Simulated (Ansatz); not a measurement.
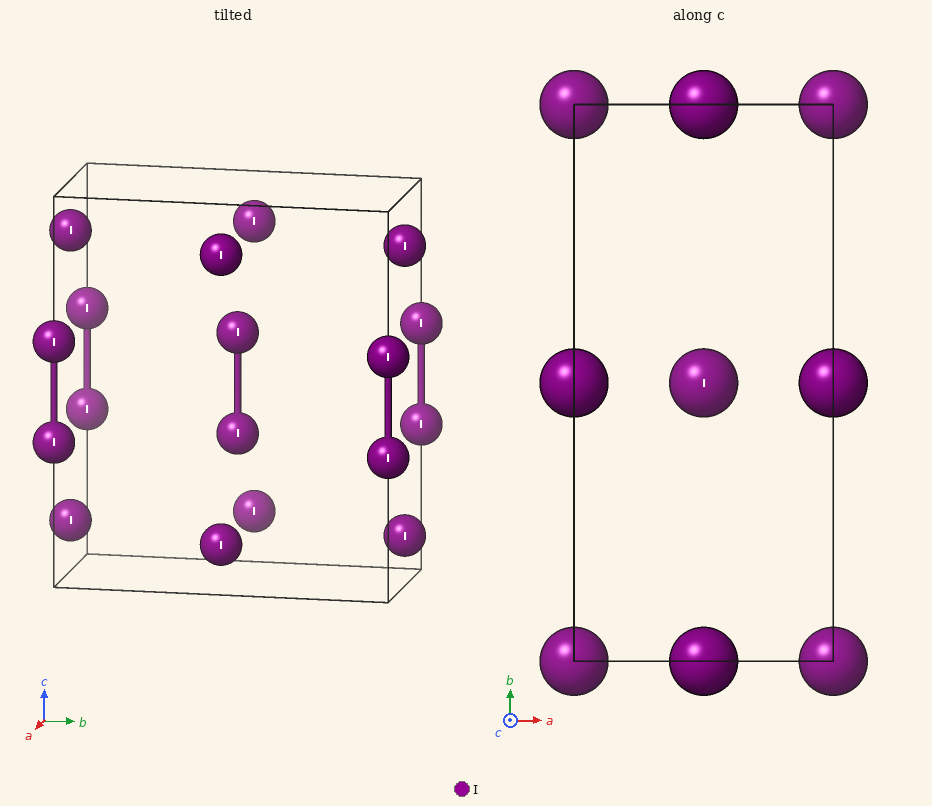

Figure: ball-and-stick view slightly off an axis and along the c axis. The edges of the conventional unit cell are marked.

I, space group Fmmm (No. 69), a = 4.343 Å, b = 9.326 Å, c = 10.919 Å, α = 90.00°, β = 90.00°, γ = 90.00°. The structure was taken from a structure type filled with this element by a generator (whether the element takes this form wasn't checked). Earlier steps of the study, as a rule a relaxation of our own, may have changed the cell and positions, so they can lie some per cent off the listed ones. Ansatz was used for an electronic-structure calculation on it.

This one geometry was computed with Ansatz (DFT, plane waves, PAW) at three levels of theory: LDA, PBE with spin-orbit coupling and PBE.

Which level gives the highest pressure at this volume, and what does that say about its equilibrium volume?

Highest: PBE with spin-orbit coupling (0.3 GPa) and PBE (0.0 GPa), which points to the largest equilibrium volume. Lowest, with the smallest volume: LDA (-1.6 GPa). Levels within 0.5 GPa of each other can't be told apart.

How does the band gap change with the level of theory?

LDA: a gap of 0.02 eV, direct; PBE: a gap of 0.03 eV, indirect; PBE with spin-orbit coupling: a gap of 0.20 eV, indirect.

Collect the results in a table.

| level | cutoff (eV) | k-mesh of the run's cell | gap (eV) | pressure (GPa) |
| --- | --- | --- | --- | --- |
| LDA | 420 | 10×10×10 | 0.02 | -1.6 |
| PBE with spin-orbit coupling | 420 | 10×10×10 | 0.20 | 0.3 |
| PBE | 420 | 10×10×10 | 0.03 | 0.0 |

Gaps are taken on the k-mesh or band path of each run.
